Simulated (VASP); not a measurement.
## Run report: Si, geometry relaxation (part 2 of 3)

The same run, continued: Si (P6₃/mmc, 2 atoms in the cell); Kohn-Sham DFT of a periodic cell, PBE, VASP PAW PBE potentials, recommended, no spin polarisation (VASP 6.6.1); cutoff 600 eV, 18×18×10 k-mesh, Gaussian smearing of 0.1 eV. The structure derives from a Materials Project entry.

Geometry of the input (Å; fractional positions):
```
2.6656  0.0000  0.0000
-1.3328  2.3085  0.0000
0.0000  0.0000  4.5063
Si 0.3333  0.6667  0.2500
Si 0.6667  0.3333  0.7500
```

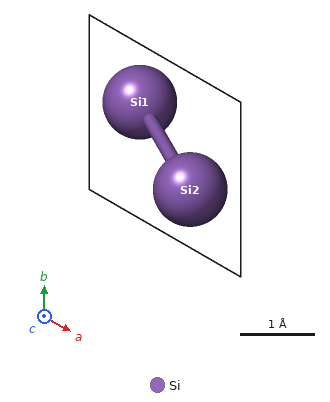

**Figure 1.** The geometry at step 6 of the log (ball-and-stick view of the cell of the calculation, along the c axis; atoms are numbered from 1 in the order of the input).

### Parts of OUTCAR, continued
```
 Free energy of the ion-electron system (eV)
  ---------------------------------------------------
  ext. energy  EPLUGINS =         0.00000000
  ---------------------------------------------------
  free energy    TOTEN  =        -9.82828122 eV

  energy without entropy =       -9.82397937  energy(sigma->0) =       -9.82613029

------------------------ aborting loop because EDIFF is reached ----------------------------------------

  FORCE on cell =-STRESS in cart. coord.  units (eV):
  Direction    XX          YY          ZZ          XY          YZ          ZX
  --------------------------------------------------------------------------------------
  -------------------------------------------------------------------------------------
  Total        0.4909970      0.4909970      0.7107542      0.0000000      0.0000000      0.0000000
  in kB       28.3699807     28.3699807     41.0676303      0.0000000      0.0000000      0.0000000
  external PRESSURE =    -717.3974694 kB  Pullay stress =     750.0000000 kB

 VOLUME and BASIS-vectors are now :
 -----------------------------------------------------------------------------
  energy-cutoff  :      600.00
  volume of cell :       27.73
      direct lattice vectors                 reciprocal lattice vectors
     2.665577509  0.000000000  0.000000000     0.375153225  0.216594816  0.000000000
    -1.332788755  2.308457839  0.000000000     0.000000000  0.433189631  0.000000000
     0.000000000  0.000000000  4.506269270     0.000000000  0.000000000  0.221913059

 POSITION                                       TOTAL-FORCE (eV/Angst)
 -----------------------------------------------------------------------------------
     -0.00000      1.53897      1.12657        -0.000000     -0.000000      0.000000
      1.33279      0.76949      3.37970         0.000000      0.000000      0.000000
 -----------------------------------------------------------------------------------
    total drift:                               -0.000000      0.000000     -0.000000

  FREE ENERGIE OF THE ION-ELECTRON SYSTEM (eV)
  ---------------------------------------------------
  free  energy   TOTEN  =        -9.8282812174 eV

  energy  without entropy=       -9.8239793711  energy(sigma->0) =       -9.82613029

  enthalpy is  TOTEN    =         3.1519097741 eV   P V=       12.9801909914

--------------------------------------- Ionic step        2  -------------------------------------------

 number of electron       8.0000000 magnetization

------------------------ aborting loop because EDIFF is reached ----------------------------------------

  FORCE on cell =-STRESS in cart. coord.  units (eV):
  Direction    XX          YY          ZZ          XY          YZ          ZX
  --------------------------------------------------------------------------------------
  -------------------------------------------------------------------------------------
  Total       65.7041460     65.7041460     56.6417127      0.0000000      0.0000000      0.0000000
  in kB    11044.2525435  11044.2525436   9520.9422571      0.0000000      0.0000000      0.0000000
  external PRESSURE =    9786.4824481 kB  Pullay stress =     750.0000000 kB

 VOLUME and BASIS-vectors are now :
 -----------------------------------------------------------------------------
  energy-cutoff  :      600.00
  volume of cell :        9.53
      direct lattice vectors                 reciprocal lattice vectors
     1.862556472  0.000000000  0.000000000     0.536896473  0.309977323  0.000000000
    -0.931278236  1.613021220  0.000000000     0.000000000  0.619954646  0.000000000
     0.000000000  0.000000000  3.172615913     0.000000000  0.000000000  0.315197310

 POSITION                                       TOTAL-FORCE (eV/Angst)
 -----------------------------------------------------------------------------------
     -0.00000      1.07535      0.79315         0.000000     -0.000000      0.000000
      0.93128      0.53767      2.37946        -0.000000      0.000000      0.000000
 -----------------------------------------------------------------------------------
    total drift:                                0.000000     -0.000000     -0.000000

  FREE ENERGIE OF THE ION-ELECTRON SYSTEM (eV)
  ---------------------------------------------------
  free  energy   TOTEN  =        14.4711570295 eV

  energy  without entropy=       14.4736465259  energy(sigma->0) =       14.47240178

  enthalpy is  TOTEN    =        18.9330352145 eV   P V=        4.4618781850

--------------------------------------- Ionic step        3  -------------------------------------------

 number of electron       8.0000000 magnetization

------------------------ aborting loop because EDIFF is reached ----------------------------------------

  FORCE on cell =-STRESS in cart. coord.  units (eV):
  Direction    XX          YY          ZZ          XY          YZ          ZX
  --------------------------------------------------------------------------------------
  -------------------------------------------------------------------------------------
  Total        6.1431541      6.1431541      6.6451854      0.0000000      0.0000000     -0.0000000
  in kB      454.4700055    454.4700055    491.6102331      0.0000000      0.0000000     -0.0000000
  external PRESSURE =    -283.1499186 kB  Pullay stress =     750.0000000 kB

 VOLUME and BASIS-vectors are now :
 -----------------------------------------------------------------------------
  energy-cutoff  :      600.00
  volume of cell :       21.66
      direct lattice vectors                 reciprocal lattice vectors
     2.453541852  0.000000000  0.000000000     0.407574054  0.235312990  0.000000000
    -1.226770926  2.124829573  0.000000000     0.000000000  0.470625980  0.000000000
     0.000000000  0.000000000  4.154121503     0.000000000  0.000000000  0.240724784

 POSITION                                       TOTAL-FORCE (eV/Angst)
 -----------------------------------------------------------------------------------
     -0.00000      1.41655      1.03853        -0.000000      0.000000      0.000000
      1.22677      0.70828      3.11559         0.000000     -0.000000      0.000000
 -----------------------------------------------------------------------------------
    total drift:                               -0.000000      0.000000     -0.000000

  FREE ENERGIE OF THE ION-ELECTRON SYSTEM (eV)
  ---------------------------------------------------
  free  energy   TOTEN  =        -9.0524070570 eV

  energy  without entropy=       -9.0483699919  energy(sigma->0) =       -9.05038852

  enthalpy is  TOTEN    =         1.0854800039 eV   P V=       10.1378870609

[... ionic steps 4 to 11 ...]

--------------------------------------- Ionic step       12  -------------------------------------------

 number of electron       8.0000000 magnetization

------------------------ aborting loop because EDIFF is reached ----------------------------------------

  FORCE on cell =-STRESS in cart. coord.  units (eV):
  Direction    XX          YY          ZZ          XY          YZ          ZX
  --------------------------------------------------------------------------------------
  -------------------------------------------------------------------------------------
  Total        9.2844576      9.2844576      9.2888738     -0.0000000     -0.0000000      0.0000000
  in kB      749.5671514    749.5671514    749.9236871     -0.0000000     -0.0000000      0.0000000
  external PRESSURE =      -0.3140034 kB  Pullay stress =     750.0000000 kB

 VOLUME and BASIS-vectors are now :
 -----------------------------------------------------------------------------
  energy-cutoff  :      600.00
  volume of cell :       19.85
      direct lattice vectors                 reciprocal lattice vectors
     2.375381444  0.000000000 -0.000000000     0.420985018  0.243055813  0.000000000
    -1.187690722  2.057140674  0.000000000    -0.000000000  0.486111627  0.000000000
     0.000000000 -0.000000000  4.061245320     0.000000000 -0.000000000  0.246229893

 POSITION                                       TOTAL-FORCE (eV/Angst)
 -----------------------------------------------------------------------------------
     -0.00000      1.37143      1.01531        -0.000000     -0.000000      0.000000
      1.18769      0.68571      3.04593         0.000000      0.000000      0.000000
 -----------------------------------------------------------------------------------
    total drift:                                0.000000     -0.000000     -0.000000

  FREE ENERGIE OF THE ION-ELECTRON SYSTEM (eV)
  ---------------------------------------------------
  free  energy   TOTEN  =        -8.3782552308 eV

  energy  without entropy=       -8.3763999538  energy(sigma->0) =       -8.37732759

  enthalpy is  TOTEN    =         0.9115638384 eV   P V=        9.2898190691

--------------------------------------- Ionic step       13  -------------------------------------------

 number of electron       8.0000000 magnetization

------------------------ aborting loop because EDIFF is reached ----------------------------------------

  FORCE on cell =-STRESS in cart. coord.  units (eV):
  Direction    XX          YY          ZZ          XY          YZ          ZX
  --------------------------------------------------------------------------------------
  -------------------------------------------------------------------------------------
  Total        9.2852911      9.2852911      9.2883275      0.0000000     -0.0000000     -0.0000000
  in kB      749.6358538    749.6358538    749.8809930      0.0000000     -0.0000000     -0.0000000
  external PRESSURE =      -0.2824331 kB  Pullay stress =     750.0000000 kB

 VOLUME and BASIS-vectors are now :
 -----------------------------------------------------------------------------
  energy-cutoff  :      600.00
  volume of cell :       19.85
      direct lattice vectors                 reciprocal lattice vectors
     2.375333163  0.000000000 -0.000000000     0.420993575  0.243060754  0.000000000
    -1.187666581  2.057098861  0.000000000    -0.000000000  0.486121508  0.000000000
     0.000000000 -0.000000000  4.061402749     0.000000000 -0.000000000  0.246220348

 POSITION                                       TOTAL-FORCE (eV/Angst)
 -----------------------------------------------------------------------------------
     -0.00000      1.37140      1.01535        -0.000000      0.000000      0.000000
      1.18767      0.68570      3.04605         0.000000     -0.000000      0.000000
 -----------------------------------------------------------------------------------
    total drift:                                0.000000     -0.000000     -0.000000

  FREE ENERGIE OF THE ION-ELECTRON SYSTEM (eV)
  ---------------------------------------------------
  free  energy   TOTEN  =        -8.3782377240 eV

  energy  without entropy=       -8.3763858175  energy(sigma->0) =       -8.37731177

  enthalpy is  TOTEN    =         0.9115637973 eV   P V=        9.2898015212

--------------------------------------- Ionic step       14  -------------------------------------------

 number of electron       8.0000000 magnetization

 Free energy of the ion-electron system (eV)
  ---------------------------------------------------
  ext. energy  EPLUGINS =         0.00000000
  ---------------------------------------------------
  free energy    TOTEN  =        -8.37822778 eV

  energy without entropy =       -8.37637798  energy(sigma->0) =       -8.37730288

 E-fermi :  15.7888     XC(G=0): -12.7849     alpha+bet :-24.1716

 val. band max:       15.7523710313   @ k =   0.3889   0.1111   0.0000
 cond. band min:      15.7946340040   @ k =   0.3333   0.2778   0.2000
 fundamental gap:      0.0422629727
 Fermi energy:        15.7888151543

 k-point     1 :       0.0000    0.0000    0.0000
  band No.  band energies     occupation
      1      -2.4617      2.00000
      2       5.9800      2.00000
      3       6.2538      2.00000
      4      27.8622      0.00000
      5      28.2777      0.00000
      6      28.2777      0.00000
      7      28.2888      0.00000
      8      28.2888      0.00000

 k-point     2 :       0.0556   -0.0000    0.0000
  band No.  band energies     occupation
      1      -2.3559      2.00000
      2       6.0783      2.00000
      3       6.3551      2.00000
      4      25.8161      0.00000
      5      26.8192      0.00000
      6      27.7345      0.00000
      7      29.2343      0.00000
      8      29.8790      0.00000

 k-point     3 :       0.1111   -0.0000    0.0000
  band No.  band energies     occupation
      1      -2.0391      2.00000
      2       6.3733      2.00000
      3       6.6572      2.00000
      4      23.0032      0.00000
      5      25.5207      0.00000
      6      26.9260      0.00000
      7      28.9410      0.00000
      8      30.4628      0.00000

 k-point     4 :       0.1667    0.0000    0.0000
  band No.  band energies     occupation
      1      -1.5126      2.00000
      2       6.8649      2.00000
      3       7.1551      2.00000
      4      20.1767      0.00000
      5      24.3950      0.00000
      6      25.6104      0.00000
      7      27.8803      0.00000
      8      27.9755      0.00000

 k-point     5 :       0.2222    0.0000    0.0000
  band No.  band energies     occupation
      1      -0.7787      2.00000
      2       7.5534      2.00000
      3       7.8370      2.00000
      4      17.4633      0.00000
      5      23.4438      0.00000
      6      23.8958      0.00000
      7      25.2698      0.00000
      8      26.6436      0.00000

 [... the levels of 18 k-points are left out ...]

 k-point    24 :       0.3889    0.1111    0.0000
  band No.  band energies     occupation
      1       4.4539      2.00000
      2       7.9607      2.00000
      3      12.5286      2.00000
      4      13.0357      2.00000
      5      15.7524      1.39372
      6      16.2470      0.00000
      7      18.6961      0.00000
      8      25.1760      0.00000

 [... further k-points ...]

------------------------ aborting loop because EDIFF is reached ----------------------------------------

  FORCE on cell =-STRESS in cart. coord.  units (eV):
  Direction    XX          YY          ZZ          XY          YZ          ZX
  --------------------------------------------------------------------------------------
  -------------------------------------------------------------------------------------
  Total        9.2865288      9.2865288      9.2861797      0.0000000      0.0000000     -0.0000000
  in kB      749.7365817    749.7365817    749.7084027      0.0000000      0.0000000     -0.0000000
  external PRESSURE =      -0.2728113 kB  Pullay stress =     750.0000000 kB

 VOLUME and BASIS-vectors are now :
 -----------------------------------------------------------------------------
  energy-cutoff  :      600.00
  volume of cell :       19.85
      direct lattice vectors                 reciprocal lattice vectors
     2.375305778  0.000000000 -0.000000000     0.420998429  0.243063556  0.000000000
    -1.187652889  2.057075145  0.000000000    -0.000000000  0.486127112  0.000000000
     0.000000000 -0.000000000  4.061492042     0.000000000 -0.000000000  0.246214935

 POSITION                                       TOTAL-FORCE (eV/Angst)
 -----------------------------------------------------------------------------------
     -0.00000      1.37138      1.01537         0.000000      0.000000      0.000000
      1.18765      0.68569      3.04612        -0.000000     -0.000000      0.000000
 -----------------------------------------------------------------------------------
    total drift:                                0.000000     -0.000000     -0.000000

  FREE ENERGIE OF THE ION-ELECTRON SYSTEM (eV)
  ---------------------------------------------------
  free  energy   TOTEN  =        -8.3782277840 eV

  energy  without entropy=       -8.3763779846  energy(sigma->0) =       -8.37730288

  enthalpy is  TOTEN    =         0.9115637745 eV   P V=        9.2897915585

 reached required accuracy - stopping structural energy minimisation
```

### CONTCAR
```
Si
   1.00000000000000
     2.3753057776882103    0.0000000000000000   -0.0000000000000000
    -1.1876528888441051    2.0570751452388243    0.0000000000000000
     0.0000000000000000   -0.0000000000000000    4.0614920417219196
  Si
     2
Direct
     0.3333333300000021    0.6666666699999979    0.2500000000000000
     0.6666666699999979    0.3333333300000021    0.7500000000000000

  0.00000000E+00  0.00000000E+00  0.00000000E+00
  0.00000000E+00  0.00000000E+00  0.00000000E+00
```

### Trajectory as extended XYZ (Å, eV, eV/Å), 14 frames, from step=0 to step=13
```
2
Lattice="2.6656 0.0000 0.0000 -1.3328 2.3085 0.0000 0.0000 0.0000 4.5063" Properties=species:S:1:pos:R:3:forces:R:3 step=0 energy=-9.82829
Si    0.0000    1.5390    1.1266    0.0000   0.0000   0.0000
Si    1.3328    0.7695    3.3797    0.0000   0.0000   0.0000
2
Lattice="1.8626 0.0000 0.0000 -0.9313 1.6130 0.0000 0.0000 0.0000 3.1726" Properties=species:S:1:pos:R:3:forces:R:3 step=1 energy=14.47116
Si    0.0000    1.0753    0.7932    0.0000   0.0000   0.0000
Si    0.9313    0.5377    2.3795    0.0000   0.0000   0.0000
2
Lattice="2.4535 0.0000 0.0000 -1.2268 2.1248 0.0000 0.0000 0.0000 4.1541" Properties=species:S:1:pos:R:3:forces:R:3 step=2 energy=-9.05241
Si    0.0000    1.4166    1.0385    0.0000   0.0000   0.0000
Si    1.2268    0.7083    3.1156    0.0000   0.0000   0.0000
2
Lattice="2.4171 0.0000 0.0000 -1.2085 2.0933 0.0000 0.0000 0.0000 4.0936" Properties=species:S:1:pos:R:3:forces:R:3 step=3 energy=-8.73935
Si    0.0000    1.3955    1.0234    0.0000   0.0000   0.0000
Si    1.2085    0.6978    3.0702    0.0000   0.0000   0.0000
2
Lattice="2.3807 0.0000 0.0000 -1.1904 2.0618 0.0000 0.0000 0.0000 4.0332" Properties=species:S:1:pos:R:3:forces:R:3 step=4 energy=-8.35320
Si    0.0000    1.3745    1.0083    0.0000   0.0000   0.0000
Si    1.1904    0.6873    3.0249    0.0000   0.0000   0.0000
2
Lattice="2.3864 0.0000 0.0000 -1.1932 2.0667 0.0000 0.0000 0.0000 4.0426" Properties=species:S:1:pos:R:3:forces:R:3 step=5 energy=-8.41896
Si    0.0000    1.3778    1.0107    0.0000   0.0000   0.0000
Si    1.1932    0.6889    3.0320    0.0000   0.0000   0.0000
2
Lattice="2.3756 0.0000 0.0000 -1.1878 2.0573 0.0000 0.0000 0.0000 4.0771" Properties=species:S:1:pos:R:3:forces:R:3 step=6 energy=-8.41525
Si    0.0000    1.3715    1.0193    0.0000   0.0000   0.0000
Si    1.1878    0.6858    3.0578    0.0000   0.0000   0.0000
2
Lattice="2.3783 0.0000 0.0000 -1.1892 2.0597 0.0000 0.0000 0.0000 4.0683" Properties=species:S:1:pos:R:3:forces:R:3 step=7 energy=-8.41717
Si    0.0000    1.3731    1.0171    0.0000   0.0000   0.0000
Si    1.1892    0.6866    3.0512    0.0000   0.0000   0.0000
2
Lattice="2.3694 0.0000 0.0000 -1.1847 2.0520 0.0000 0.0000 -0.0000 4.0503" Properties=species:S:1:pos:R:3:forces:R:3 step=8 energy=-8.30544
Si    0.0000    1.3680    1.0126    0.0000   0.0000   0.0000
Si    1.1847    0.6840    3.0377    0.0000   0.0000   0.0000
2
Lattice="2.3751 0.0000 0.0000 -1.1876 2.0569 0.0000 0.0000 -0.0000 4.0618" Properties=species:S:1:pos:R:3:forces:R:3 step=9 energy=-8.37738
Si    0.0000    1.3713    1.0154    0.0000   0.0000   0.0000
Si    1.1876    0.6856    3.0463    0.0000   0.0000   0.0000
2
Lattice="2.3752 0.0000 0.0000 -1.1876 2.0570 0.0000 0.0000 -0.0000 4.0619" Properties=species:S:1:pos:R:3:forces:R:3 step=10 energy=-8.37819
Si    0.0000    1.3713    1.0155    0.0000   0.0000   0.0000
Si    1.1876    0.6857    3.0464    0.0000   0.0000   0.0000
2
Lattice="2.3754 0.0000 -0.0000 -1.1877 2.0571 0.0000 0.0000 -0.0000 4.0612" Properties=species:S:1:pos:R:3:forces:R:3 step=11 energy=-8.37826
Si    0.0000    1.3714    1.0153    0.0000   0.0000   0.0000
Si    1.1877    0.6857    3.0459    0.0000   0.0000   0.0000
```
